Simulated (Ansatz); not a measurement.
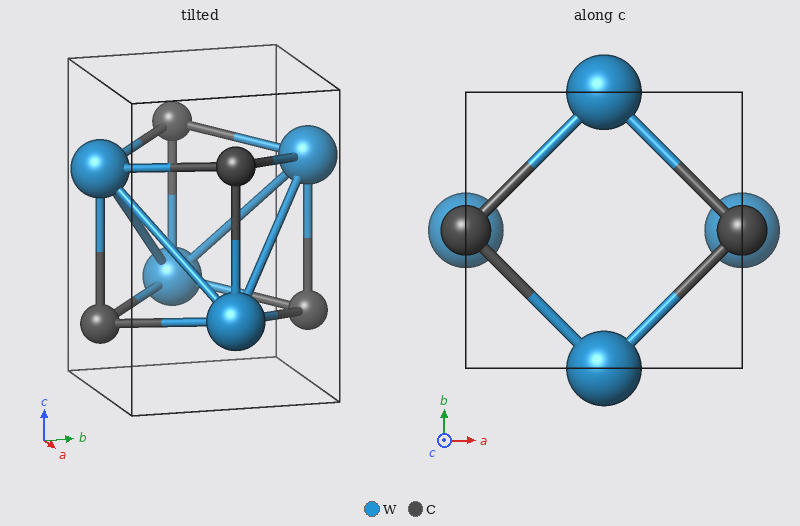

The image is a ball-and-stick drawing of a crystal, viewed slightly off an axis and along the c axis. One conventional unit cell is outlined, and atoms on its boundary appear in each equivalent place. Cell: a = 3.06 Å, b = 3.06 Å, c = 4.50 Å, α = 90.00°, β = 90.00°, γ = 90.00°.

Its origin is a random cell made by a generator, so it need not be a real form of the compound. Earlier steps of the study, as a rule a relaxation of our own, may have changed the cell and positions, so they can lie some per cent off the listed ones. Ansatz was used for an electronic-structure calculation on it.

Question: In words:

Answer: The formula is WC. Space group P4/nmm (No. 129), lattice primitive tetragonal. Atoms per cell: 4 (2 W, 2 C). By contacts within bonding range, the coordination numbers are W 10 and C 6. Not all metal-metal contacts are counted.

The numbers come from DFT PBE, scalar-relativistic, plane waves, PAW (Ansatz 0.2.0), using a plane-wave cutoff of 420 eV, a 16×16×10 k-point grid, Gaussian smearing of 0.1 eV, no spin polarisation.

Question: What does the calculation say: metal or gapped?

Answer: A metal: bands cross the Fermi level.

Question: How charged are the atoms, by the Bader scheme?

Answer: W +1.59 e; C -1.59 e.

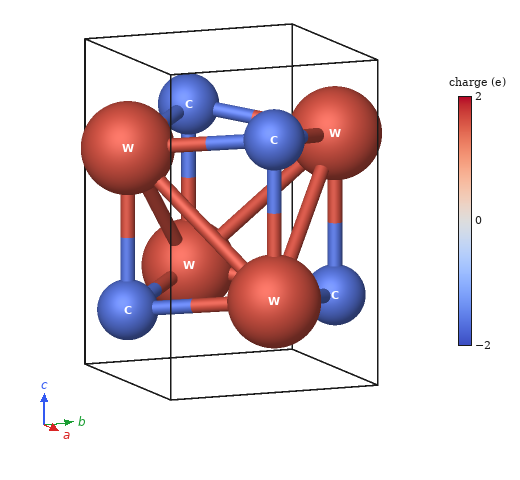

The atoms coloured by those charges. The run's cell of 4 atoms is drawn.

Question: Is the structure in equilibrium?

Answer: Yes. All forces vanish to within 0.01 eV/Å. The pressure is 0.0 GPa, close to zero.
